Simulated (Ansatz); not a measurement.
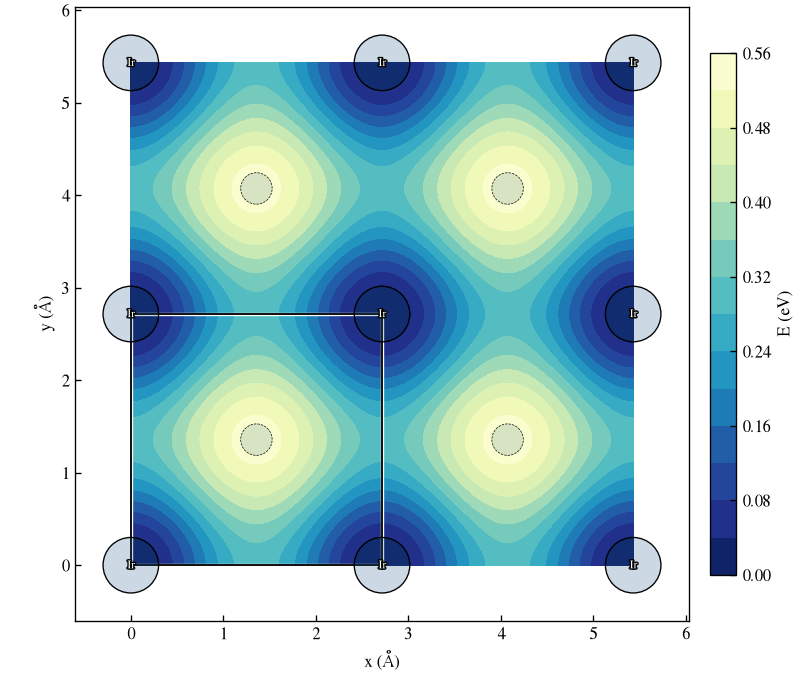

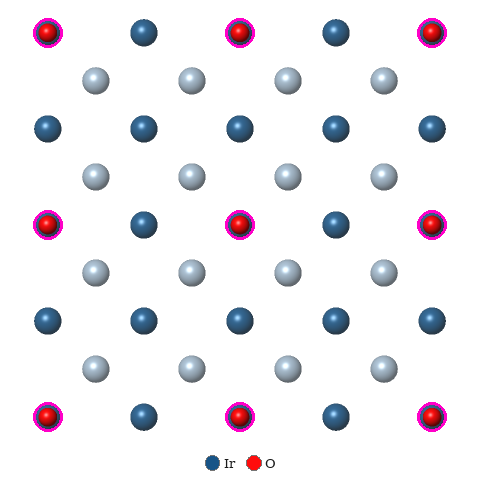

Energy landscape of O on an Ir(100) slab cut from the Fm-3m phase, its upper half relaxed before the scan (12 atoms of substrate and one adsorbate in a 2 × 2 cell). 
- O is moved over the surface cell at a fixed height above a rigid substrate; the origin of the map has the adsorbate above Ir9; the height is held at 2.50 Å.
- Places are given modulo a cell vector. The map is drawn in real space over the plane of the surface.
- Grid: 6 × 6 points; 10 points were computed and 26 follow by symmetry.
- Places are given in fractions of the 1 × 1 surface cell.
- Energies are in eV, from the lowest grid point.
- The runs have no spin polarisation, so an open-shell adsorbate far from the surface lies too high. At a fixed height the lowest place need not be the adsorption site.
- Computed with Ansatz 0.2.0, DFT PBE+D3(BJ), scalar-relativistic, plane waves, PAW. Settings: cutoff 420 eV, k-mesh 5×5×1, gaussian smearing 0.1 eV, no spin polarisation.

In the figure: filled contours, labelled circles for the atoms of the top layer and small ones for the second layer, the outline of one cell of the 2 × 2 shown. Between grid points the surface is interpolated. The second picture is the structure at the lowest point; rings mark the moved atoms.

Question: Describe this landscape.

Answer: The lowest grid point is at the top site over a surface Ir atom, (0/6, 0/6) of the cell vectors. No other kind of well shows on this grid. The highest grid point, a fourfold hollow over a second-layer Ir atom, (3/6, 3/6) of the cell vectors, lies 0.542 eV above the lowest. On the interpolated surface the easiest way out of the lowest well to its copy in the next cell or period passes a barrier of about 0.3 eV. At the lowest point the adsorbate has 1 Ir at 2.50 Å as nearest neighbours, at the highest 4 Ir at 3.15 Å.

Each point was launched as `ansatz run input.yaml --threads 2 --pin off --max-ram 6144MiB --backend cpu --events-out ev --progress --plain --runs-dir out`. Time for the 10 points that were run: 17 min on 2 threads of Arm Neoverse N1, with other jobs on the host.

PAW datasets: the set soft_1.
